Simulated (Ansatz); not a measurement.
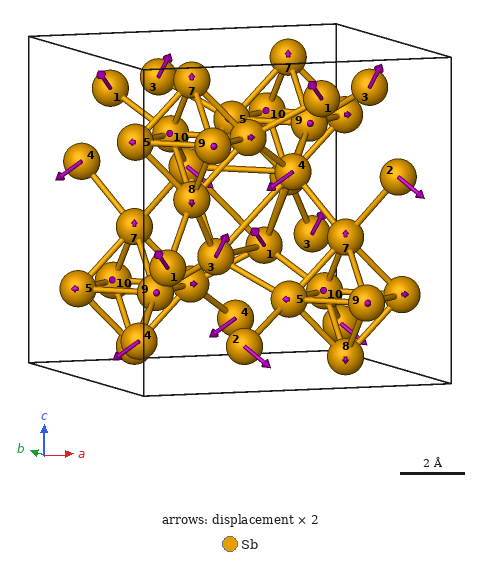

A relaxation of crystalline Sb (a generated structure, set up in F-43m) (coarse preliminary run). The starting structure is drawn; purple arrows show the displacements (the part carried along by the change of the cell is left out), 2 times their true length.

The picture is a ball-and-stick view of the conventional cell (4 times the calculation's cell), seen slightly off an axis. Lengths and directions refer to the drawn axes.

Method: DFT PBE, scalar-relativistic, plane waves, PAW (Ansatz). (plane-wave cutoff 420 eV; k-point mesh 4 × 4 × 4; occupations gaussian; smearing width 0.1 eV; no spin polarisation; cell and atoms relaxed; force threshold 0.04 eV/Å; at most 70 steps)

Q: What happened in the run?

A: Over 7 accepted moves (9 points after the start) the energy falls by 1224 meV per atom. The largest force component goes from 5.4 to 0.019 eV/Å. Pressure: 35.41 GPa at the start and 0.07 GPa at the end. At 2 points the geometry stayed and the basis and grid were re-selected for the new cell (energy shift of 10.1 meV per atom at most each time). The largest moves relative to the cell, 0.56 Å, are those of Sb atoms. Cell: a = b = c 10.267 → 11.604 Å (+13.0 %). Volume +44.4 %. Some distances before and after: Sb–Sb 2.660 → 3.179 Å, Sb–Sb 3.639 → 3.194 Å, Sb–Sb 2.677 → 3.075 Å. Among the angles between lasting bonds that change: Sb–Sb–Sb 85.1° → 109.2°, Sb–Sb–Sb 100.5° → 90.1°, Sb–Sb–Sb 118.4° → 109.6°. The space group stays F-43m (No. 216).
